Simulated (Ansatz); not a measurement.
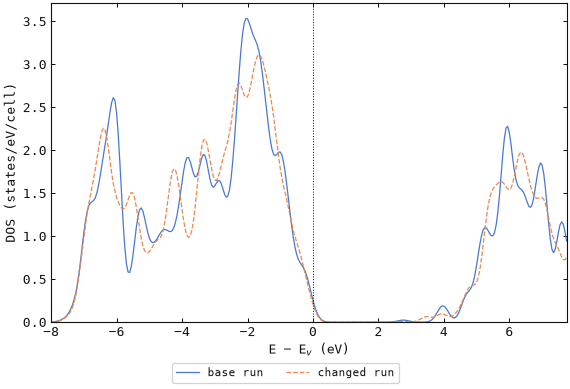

Densities of states of two runs on GaN, space group P6_3mc (No. 186), 4 atoms in the cell, each from its own valence-band top, built from the levels of each run's k mesh with Gaussians 0.4 eV wide, which blur the band edges.

Base run: DFT with r2SCAN, PAW plane waves, no spin polarisation, 7×7×4 k mesh, 500 eV cutoff (Ansatz 0.2.0).

The second run changes kpoints.mp_grid.grid from [7, 7, 4] to [10, 10, 6].

What does the change do to the electronic structure?

Answer. Both runs have a gap of 2.76 eV on their mesh. The finer mesh has more levels, so its curve is smoother. The free energy falls by 0.3 meV an atom.

On the base run: The empty levels are not fully converged.
